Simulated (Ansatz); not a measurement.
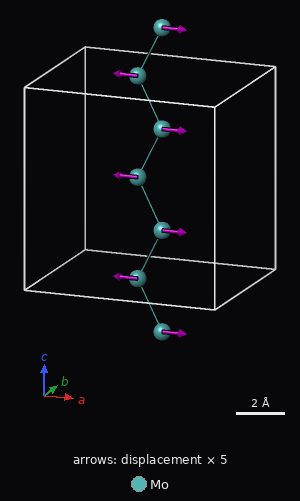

This is a relaxation of a wire of composition Mo. The starting structure is drawn; purple arrows show the displacements (the part carried along by the change of the cell is left out), magnified 5 times.

Style: ball-and-stick. Shown: the 2 repeat of the cell, with the vacuum cut short, slightly off an axis.

Case: zigzag chain of atoms.

These are results of DFT PBE, scalar-relativistic, plane waves, PAW (Ansatz 0.2.0), not measurements. Settings: plane-wave cutoff 420 eV; k-point mesh 1 × 1 × 15; occupations gaussian; smearing width 0.05 eV; collinear spin; cell relaxed at fixed a, b, alpha, beta, gamma; force threshold 0.01 eV/Å; at most 45 steps.

**Describe the change and its energy.**

After 8 accepted moves (9 points after the start) the energy has fallen by 3.254 eV per cell of the calculation. Largest force component: 1.1 eV/Å at the start, 0.0097 eV/Å at the end. At 1 point the geometry stayed and the basis and grid were re-selected for the new cell (energy shift of 1.3 meV per cell of the calculation at most each time). The largest moves relative to the layer's centre, 0.24 Å, are those of Mo atoms. Along the periodic axis the drawn cell goes c 8.868 → 6.189 Å (−30.2 %). Among the contacts that change: Mo–Mo 2.479 → 2.216 Å. Among the angles between lasting bonds that change: Mo–Mo–Mo 126.9° → 88.6°. The program noted that the starting moments weren't kept. The run may lie on a higher electronic state than the lowest, so the end point isn't shown to be the ground-state structure.

Limits of the set-up: the k-point mesh is coarse for a cell with partly filled bands.
